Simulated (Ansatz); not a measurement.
Run report: Ti3PbO8, geometry relaxation (part 3 of 3)

Ti3PbO8 (C222, 12 atoms in the cell); DFT r2SCAN+U, scalar-relativistic, plane waves, PAW, Ueff = 4 eV on Ti d, no spin polarisation (Ansatz 0.2.0); cutoff 500 eV, 8×6×8 k-mesh, Gaussian smearing of 0.01 eV. The structure derives from a Materials Project entry. It belongs to a series of runs on one base structure; here: 1 of 4 Ti sites taken by Pb, cell and atoms relaxed.

Geometry of the input (Å; fractional positions):
```
-3.9040  -3.9040  0.0000
-3.9040  3.9040  0.0000
1.9520  1.9520  -4.9675
Ti 0.5000  0.5000  0.0000
Pb 0.0000  0.0000  0.0000
Ti 0.0000  0.7500  0.5000
Ti 0.5000  0.2500  0.5000
O  0.7949  0.7500  0.0898
O  0.2949  0.2500  0.0898
O  0.2949  0.5000  0.5898
O  0.7949  -0.0000  0.5898
O  0.2051  0.7500  0.9102
O  0.7051  0.2500  0.9102
O  0.7051  0.5000  0.4102
O  0.2051  -0.0000  0.4102
```

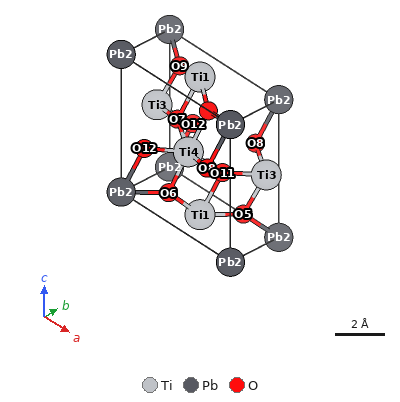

**Figure 1.** The geometry at step 5 of the log (ball-and-stick view of the cell of the calculation, seen slightly off an axis; atoms are numbered from 1 in the order of the input).

Output, continued:
```
  k-point 0: bands = ["-53.1217", "-53.1173", "-52.9812", "-28.3433", "-28.3207", "-28.2501", "-28.2325", "-28.1800", "-28.1794", "-28.1299", "-28.0919", "-28.0403", "-12.2750", "-11.7589", "-11.4981", "-11.2767", "-11.0123", "-10.5720", "-10.5033", "-10.3328", "-8.8014", "-8.6504", "-8.6307", "-7.9378", "-7.9100", "-0.5245", "2.1067", "2.3037", "2.3868", "2.7584", "2.8581", "2.9901", "3.4012", "3.5025", "3.6925", "3.8805", "4.2210", "4.4616", "4.5659", "4.6995", "4.8152", "5.6056", "5.6135", "5.9049", "5.9336", "6.2543", "6.2558", "6.3785", "6.8057", "9.6979", "9.9830", "10.9441", "11.0022", "11.0830", "11.2091", "11.2435", "11.2921", "11.4035", "11.5650", "11.7677", "11.8143"]
  k-point 1: bands = ["-53.1216", "-53.1173", "-52.9814", "-28.3375", "-28.3205", "-28.2507", "-28.2328", "-28.1810", "-28.1803", "-28.1288", "-28.0914", "-28.0456", "-12.2490", "-11.7686", "-11.4825", "-11.2767", "-11.0122", "-10.6240", "-10.4892", "-10.3352", "-8.8013", "-8.6495", "-8.6315", "-7.9517", "-7.8969", "-0.5246", "2.1266", "2.2858", "2.3263", "2.8562", "2.8569", "2.9793", "3.4422", "3.4699", "3.7463", "3.7821", "4.2567", "4.5178", "4.5879", "4.7692", "4.8760", "5.5093", "5.5827", "5.6206", "6.0738", "6.2779", "6.2941", "6.3369", "6.7912", "9.7910", "9.9842", "10.7606", "11.0521", "11.1430", "11.1937", "11.2747", "11.3688", "11.3717", "11.5793", "11.7746", "11.8315"]
  k-point 2: bands = ["-53.1212", "-53.1173", "-52.9820", "-28.3218", "-28.3201", "-28.2531", "-28.2334", "-28.1836", "-28.1820", "-28.1263", "-28.0902", "-28.0593", "-12.1804", "-11.7972", "-11.4354", "-11.2767", "-11.0121", "-10.7405", "-10.4755", "-10.3402", "-8.8011", "-8.6478", "-8.6330", "-7.9813", "-7.8699", "-0.5252", "2.1630", "2.2518", "2.2644", "2.8482", "2.9574", "3.0554", "3.3398", "3.5327", "3.6502", "3.9260", "4.3361", "4.6204", "4.6377", "4.8009", "4.9431", "5.3595", "5.3861", "5.4595", "6.0377", "6.2953", "6.3353", "6.3592", "6.7713", "9.9389", "9.9854", "10.6571", "11.0112", "11.0443", "11.2865", "11.3100", "11.3506", "11.4489", "11.6854", "11.8012", "11.8649"]
  k-point 83: bands = ["-53.1189", "-53.1183", "-52.9817", "-28.3333", "-28.3071", "-28.2567", "-28.2358", "-28.1804", "-28.1803", "-28.1171", "-28.1069", "-28.0530", "-12.1239", "-11.7947", "-11.3941", "-11.1685", "-11.1261", "-10.7413", "-10.4602", "-10.4328", "-8.7953", "-8.6473", "-8.6419", "-8.0567", "-7.8518", "-0.5307", "2.1450", "2.1522", "2.3277", "2.8532", "2.9361", "3.0921", "3.1161", "3.7071", "3.8722", "4.4263", "4.7303", "4.7457", "4.9422", "4.9634", "5.1496", "5.1500", "5.4274", "5.4649", "5.5850", "5.7920", "5.8385", "6.0305", "6.2607", "9.9463", "10.6971", "10.7808", "10.7824", "10.8935", "11.1611", "11.1909", "11.3636", "11.3771", "11.6824", "11.8110", "12.1011"]
Occupation matrices written to [file]
--- Relaxed structure (7 steps of the walk, 7 accepted, 1 SCFs on fresh bases) ---
  F+E_penalty+E_count = -23984.25117596 eV   max|allowed force component| = 5.351e-3 eV/Å   (the final SCF, on the basis selected at the relaxed cell)
  cell:  # Å, volume = 152.4610 Å³
    - [-3.866590001687012, -3.866590001687012, 7.237428733053286e-18]
    - [-3.8765303580426487, 3.8765303580426487, 6.6856281081029334e-18]
    - [1.933295000843506, 1.933295000843506, -5.085778056880406]
  atoms:
    - { symbol: Ti, position: [0.5, 0.5, -5.383694437064438e-19] }
    - { symbol: Pb, position: [-1.8020023480470123e-19, -2.0666446276813087e-19, -5.383694437064478e-19] }
    - { symbol: Ti, position: [-5.551115123125783e-17, 0.740405967057034, 0.5] }
    - { symbol: Ti, position: [0.5, 0.25959403294296596, 0.5] }
    - { symbol: O, position: [0.7932057754420102, 0.7352167852118886, 0.11012294214933346] }
    - { symbol: O, position: [0.31691716670732323, 0.2647832147881113, 0.11012294214933346] }
    - { symbol: O, position: [0.29425618202421727, 0.5, 0.5885123640484345] }
    - { symbol: O, position: [0.7879618742731778, 0.0, 0.5759237485463554] }
    - { symbol: O, position: [0.20679422455798988, 0.7352167852118887, 0.8898770578506666] }
    - { symbol: O, position: [0.6830828332926768, 0.26478321478811134, 0.8898770578506666] }
    - { symbol: O, position: [0.7057438179757827, 0.49999999999999994, 0.4114876359515654] }
    - { symbol: O, position: [0.21203812572682232, -1.162607761704907e-18, 0.42407625145364464] }
```

Trajectory as extended XYZ (Å, eV, eV/Å), 8 frames, from step=1 to step=8:
```
12
Lattice="-3.9040 -3.9040 0.0000 -3.9040 3.9040 0.0000 1.9520 1.9520 -4.9675" Properties=species:S:1:pos:R:3:forces:R:3 step=1 energy=-23983.06653 pressure_GPa=2.00
Ti   -3.9040    0.0000    0.0000    0.0000   0.0000   0.0000
Pb    0.0000    0.0000    0.0000    0.0000   0.0000   0.0000
Ti   -1.9520    3.9040   -2.4838    0.3566  -0.3566   0.0000
Ti   -1.9520    0.0000   -2.4838   -0.3566   0.3566   0.0000
O    -5.8561    0.0000   -0.4462    3.5399   0.0195  -1.2991
O    -1.9520    0.0000   -0.4462   -3.5399  -0.0195  -1.2991
O    -1.9520    1.9520   -2.9299    0.0000   0.0000  -0.3703
O    -1.9520   -1.9520   -2.9299    0.0000   0.0000   2.6862
O    -1.9520    3.9040   -4.5214   -0.0195  -3.5399   1.2991
O    -1.9520    0.0000   -4.5214    0.0195   3.5399   1.2991
O    -3.9040    0.0000   -2.0376    0.0000   0.0000   0.3703
O     0.0000    0.0000   -2.0376    0.0000   0.0000  -2.6862
12
Lattice="-3.9001 -3.9001 0.0000 -3.8999 3.8999 0.0000 1.9501 1.9501 -5.0435" Properties=species:S:1:pos:R:3:forces:R:3 step=2 energy=-23984.18406 pressure_GPa=-1.67
Ti   -3.9000   -0.0001    0.0000    0.0000   0.0000   0.0000
Pb    0.0000    0.0000    0.0000    0.0000   0.0000   0.0000
Ti   -1.9272    3.8772   -2.5217    0.1999  -0.1999   0.0000
Ti   -1.9728    0.0227   -2.5217   -0.1999   0.1999   0.0000
O    -5.7666   -0.0052   -0.5268    0.2627  -0.0538  -0.2955
O    -2.0334    0.0050   -0.5268   -0.2627   0.0538  -0.2955
O    -1.9500    1.9500   -3.0147    0.0000   0.0000   0.4633
O    -1.9501   -1.9501   -2.8805    0.0000   0.0000   0.0700
O    -1.9448    3.8165   -4.5167    0.0538  -0.2627   0.2955
O    -1.9551    0.0834   -4.5167   -0.0538   0.2627   0.2955
O    -3.9000   -0.0001   -2.0288    0.0000   0.0000  -0.4633
O     0.0000    0.0000   -2.1630    0.0000   0.0000  -0.0700
12
Lattice="-3.8746 -3.8746 0.0000 -3.8854 3.8854 0.0000 1.9373 1.9373 -5.0545" Properties=species:S:1:pos:R:3:forces:R:3 step=3 energy=-23984.23383 pressure_GPa=0.13
Ti   -3.8800    0.0054    0.0000    0.0000   0.0000   0.0000
Pb    0.0000    0.0000    0.0000    0.0000   0.0000   0.0000
Ti   -1.9169    3.8542   -2.5272    0.1331  -0.1331   0.0000
Ti   -1.9686    0.0312   -2.5272   -0.1331   0.1331   0.0000
O    -5.7274   -0.0071   -0.5495    0.0748   0.0031   0.0303
O    -2.0327    0.0179   -0.5495   -0.0748  -0.0031   0.0303
O    -1.9427    1.9427   -3.0034    0.0000   0.0000   0.2763
O    -1.9373   -1.9373   -2.8855    0.0000   0.0000  -0.0846
O    -1.9302    3.7901   -4.5050   -0.0031  -0.0748  -0.0303
O    -1.9552    0.0954   -4.5050    0.0031   0.0748  -0.0303
O    -3.8800    0.0054   -2.0510    0.0000   0.0000  -0.2763
O     0.0000    0.0000   -2.1690    0.0000   0.0000   0.0846
12
Lattice="-3.8659 -3.8659 0.0000 -3.8792 3.8792 0.0000 1.9330 1.9330 -5.0764" Properties=species:S:1:pos:R:3:forces:R:3 step=4 energy=-23984.24721 pressure_GPa=0.12
Ti   -3.8726    0.0066    0.0000    0.0000   0.0000   0.0000
Pb    0.0000    0.0000    0.0000    0.0000   0.0000   0.0000
Ti   -1.9091    3.8420   -2.5382    0.0460  -0.0460   0.0000
Ti   -1.9701    0.0371   -2.5382   -0.0460   0.0460   0.0000
O    -5.7104   -0.0066   -0.5586    0.0328   0.0186   0.0510
O    -2.0347    0.0199   -0.5586   -0.0328  -0.0186   0.0510
O    -1.9396    1.9396   -2.9990    0.0000   0.0000   0.0798
O    -1.9330   -1.9330   -2.9081    0.0000   0.0000  -0.1037
O    -1.9263    3.7774   -4.5179   -0.0186  -0.0328  -0.0510
O    -1.9528    0.1018   -4.5179    0.0186   0.0328  -0.0510
O    -3.8726    0.0066   -2.0774    0.0000   0.0000  -0.0798
O     0.0000    0.0000   -2.1684    0.0000   0.0000   0.1037
12
Lattice="-3.8637 -3.8637 0.0000 -3.8786 3.8786 0.0000 1.9319 1.9319 -5.0832" Properties=species:S:1:pos:R:3:forces:R:3 step=5 energy=-23984.24785 pressure_GPa=0.07
Ti   -3.8712    0.0074    0.0000    0.0000   0.0000   0.0000
Pb    0.0000    0.0000    0.0000    0.0000   0.0000   0.0000
Ti   -1.9093    3.8411   -2.5416    0.0504  -0.0504   0.0000
Ti   -1.9693    0.0375   -2.5416   -0.0504   0.0504   0.0000
O    -5.7049    0.0131   -0.5587   -0.0050  -0.0811  -0.0056
O    -2.0374    0.0018   -0.5587    0.0050   0.0811  -0.0056
O    -1.9393    1.9393   -2.9952    0.0000   0.0000   0.0450
O    -1.9319   -1.9319   -2.9240    0.0000   0.0000  -0.0255
O    -1.9449    3.7730   -4.5245    0.0811   0.0050   0.0056
O    -1.9336    0.1056   -4.5245   -0.0811  -0.0050   0.0056
O    -3.8712    0.0074   -2.0880    0.0000   0.0000  -0.0450
O     0.0000    0.0000   -2.1592    0.0000   0.0000   0.0255
12
Lattice="-3.8653 -3.8653 0.0000 -3.8754 3.8754 0.0000 1.9326 1.9326 -5.0879" Properties=species:S:1:pos:R:3:forces:R:3 step=6 energy=-23984.25063 pressure_GPa=0.01
Ti   -3.8703    0.0050    0.0000    0.0000   0.0000   0.0000
Pb    0.0000    0.0000    0.0000    0.0000   0.0000   0.0000
Ti   -1.9033    3.8359   -2.5439    0.0020  -0.0020   0.0000
Ti   -1.9721    0.0395   -2.5439   -0.0020   0.0020   0.0000
O    -5.7026   -0.0035   -0.5601   -0.0025  -0.0031  -0.0100
O    -2.0380    0.0136   -0.5601    0.0025   0.0031  -0.0100
O    -1.9377    1.9377   -2.9954    0.0000   0.0000   0.0058
O    -1.9326   -1.9326   -2.9287    0.0000   0.0000  -0.0191
O    -1.9291    3.7700   -4.5278    0.0031   0.0025   0.0100
O    -1.9462    0.1054   -4.5278   -0.0031  -0.0025   0.0100
O    -3.8703    0.0050   -2.0924    0.0000   0.0000  -0.0058
O     0.0000    0.0000   -2.1592    0.0000   0.0000   0.0191
12
Lattice="-3.8666 -3.8666 0.0000 -3.8765 3.8765 0.0000 1.9333 1.9333 -5.0858" Properties=species:S:1:pos:R:3:forces:R:3 step=7 energy=-23984.25071 pressure_GPa=-0.00
Ti   -3.8716    0.0050    0.0000    0.0000   0.0000   0.0000
Pb    0.0000    0.0000    0.0000    0.0000   0.0000   0.0000
Ti   -1.9036    3.8369   -2.5429    0.0054  -0.0054   0.0000
Ti   -1.9730    0.0397   -2.5429   -0.0054   0.0054   0.0000
O    -5.7042   -0.0040   -0.5601    0.0022   0.0008   0.0003
O    -2.0389    0.0140   -0.5601   -0.0022  -0.0008   0.0003
O    -1.9383    1.9383   -2.9930    0.0000   0.0000   0.0014
O    -1.9333   -1.9333   -2.9290    0.0000   0.0000   0.0014
O    -1.9293    3.7709   -4.5257   -0.0008  -0.0022  -0.0003
O    -1.9472    0.1056   -4.5257    0.0008   0.0022  -0.0003
O    -3.8716    0.0050   -2.0927    0.0000   0.0000  -0.0014
O     0.0000    0.0000   -2.1568    0.0000   0.0000  -0.0014
12
Lattice="-3.8666 -3.8666 0.0000 -3.8765 3.8765 0.0000 1.9333 1.9333 -5.0858" Properties=species:S:1:pos:R:3:forces:R:3 step=8 energy=-23984.25118 pressure_GPa=-0.00
Ti   -3.8716    0.0050    0.0000    0.0000   0.0000   0.0000
Pb    0.0000    0.0000    0.0000    0.0000   0.0000   0.0000
Ti   -1.9036    3.8369   -2.5429    0.0054  -0.0054   0.0000
Ti   -1.9730    0.0397   -2.5429   -0.0054   0.0054   0.0000
O    -5.7042   -0.0040   -0.5601    0.0023   0.0008   0.0002
O    -2.0389    0.0140   -0.5601   -0.0023  -0.0008   0.0002
O    -1.9383    1.9383   -2.9930    0.0000   0.0000   0.0016
O    -1.9333   -1.9333   -2.9290    0.0000   0.0000   0.0015
O    -1.9293    3.7709   -4.5257   -0.0008  -0.0023  -0.0002
O    -1.9472    0.1056   -4.5257    0.0008   0.0023  -0.0002
O    -3.8716    0.0050   -2.0927    0.0000   0.0000  -0.0016
O     0.0000    0.0000   -2.1568    0.0000   0.0000  -0.0015
```

Results in brief:

| quantity | value |
| --- | --- |
| outcome | converged |
| space group (tolerance 0.01 Å) | C222 (21) |
| electrons treated | 98 |
| free energy | −23984.2512 eV |
| Fermi energy | 8.169 eV |
| gap on the k-point mesh | 2.73 eV |
| pressure | 0.00 GPa |
| final volume | 152.46 Å³ |
| largest force (length of the vector) at the end | 0.008 eV/Å |
| final cell | a = 5.468 Å, b = 5.482 Å, c = 5.774 Å, α = 90.00°, β = 118.26°, γ = 90.00° |
| wall time | 4.6 min (CPU time 9.2 min) |
| peak memory | 1.9 GiB |

Notes:

Spin–orbit coupling is left out, which matters for Pb.
